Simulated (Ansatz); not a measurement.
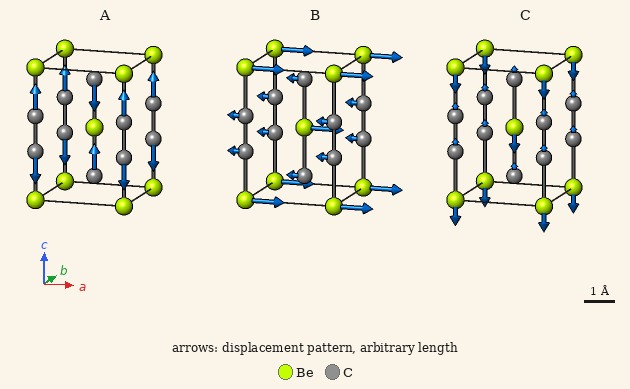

Three optical modes of solid BeC2 (a generated structure) relaxed at 22 GPa at the zone centre, in no order (one member of each degenerate set). Displacements are drawn as blue arrows; their common scale and sign are arbitrary. The picture is a ball-and-stick view of the conventional cell (2 times the calculation's cell), seen slightly off an axis. Lengths and directions refer to the drawn axes.

Theory: DFT PBE, scalar-relativistic, plane waves, PAW (Ansatz). (plane-wave cutoff 420 eV; k-point mesh 8 × 8 × 8; occupations fixed; target pressure 22 GPa; no spin polarisation)

Frequencies are those without the non-analytic (LO–TO) term.

Q: Rank the modes by frequency, softest first.

A: B (467i cm⁻¹), C (1061 cm⁻¹), A (1944 cm⁻¹). B, E_u: The Be sublattice moves against the C sublattice, along a; the Be–C, C–C bond lengths don't change to first order, so for these it is a bending, tilting or sliding motion; the kinetic energy is shared as Be 73 %, C 27 %. C, A₂u: The Be sublattice moves against the C sublattice, along c; of the bonds it mainly stretches Be–C, some lengthening while others shorten; the kinetic energy is shared as Be 73 %, C 27 %. A, A₁g: The Be atoms stay at rest; all motion is along c; atoms of one kind move against one another, with no net shift of their sublattice; of the bonds it mainly stretches C–C.
